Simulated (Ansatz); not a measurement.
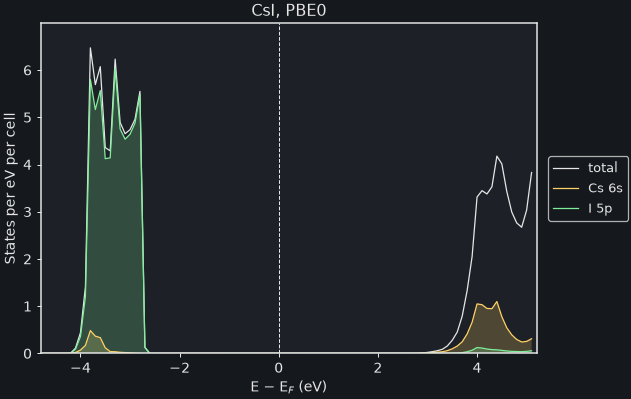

Density of states. Energies are counted from the Fermi level. The partial curves are projected on Löwdin-orthogonalised atomic shells; they sum to less than the total at higher energies, where shells without a projector contribute.

System: CsI, space group Pm-3m (No. 221), 2 atoms in the cell.

```cif
data_structure
_symmetry_space_group_name_H-M 'Pm-3m'
_symmetry_Int_Tables_number 221
_cell_length_a 4.6660
_cell_length_b 4.6660
_cell_length_c 4.6660
_cell_angle_alpha 90.000
_cell_angle_beta 90.000
_cell_angle_gamma 90.000
_cell_volume 101.59
loop_
_atom_site_label
_atom_site_type_symbol
_atom_site_symmetry_multiplicity
_atom_site_Wyckoff_symbol
_atom_site_fract_x
_atom_site_fract_y
_atom_site_fract_z
_atom_site_occupancy
Cs1 Cs 1 a 0.00000 0.00000 0.00000 1
I1 I 1 b 0.50000 0.50000 0.50000 1
```

Computed with Ansatz 0.2.0: DFT PBE0, scalar-relativistic, plane waves, PAW, no spin polarisation, 4×4×4 k mesh, 420 eV cutoff.

**Is there a gap at the Fermi level, and how wide?**

There is a gap; over the k points computed it is 5.35 eV.

**Which states form the top of the valence band?**

By projected weight, the top eV of the valence band is I 5p almost alone.

Spin-orbit coupling is left out, which matters for I.
